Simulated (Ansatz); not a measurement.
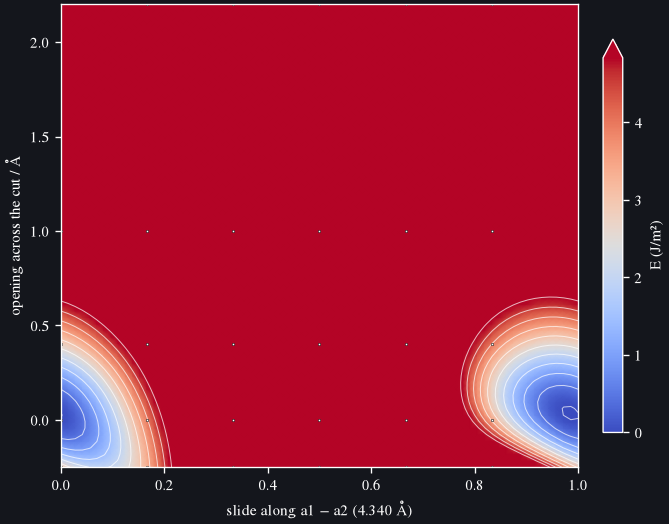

C (R-3m, No. 166; 10 atoms in the cell). Rigid slide and opening across a plane, one cut a cell; the plane is (0 1 2) of the conventional cell. The first coordinate is: slide along a1 − a2 (4.340 Å); the second: opening across the cut. Nothing is relaxed (rigid halves). The grid has 6 × 5 points. Points are written as (first, second). Energies: J/m², counted from the lowest grid point. The lowest point has no gap; 8 points of the grid have one on the k-mesh. Computed with DFT PBEsol+D3(BJ), scalar-relativistic, plane waves, PAW in Ansatz. Settings: cutoff 520 eV, k-mesh 8×11×3 in the order of the run's cell vectors, gaussian smearing 0.05 eV, no spin polarisation.

Drawn: a smooth colour map with a few white contour lines, dots at the grid points, one colour for all values above the top of the scale. Between grid points the surface is interpolated.

> Where is the minimum, and how stiff is the well along each coordinate?

The interpolated minimum is at slide along a1 − a2 (4.340 Å) ≈ 0.000, opening across the cut ≈ 0.00 Å. The curvatures there are about 171 eV and 36 eV/Å², with a cross term of about 34 eV/Å (per cell of 8.79 Å²). Round the minimum the valley is somewhat tilted: raising slide along a1 − a2 (4.340 Å) shifts the best value of opening across the cut downwards (coupling k₁₂/√(k₁₁k₂₂) about 0.4).

PAW datasets: the set soft_1.
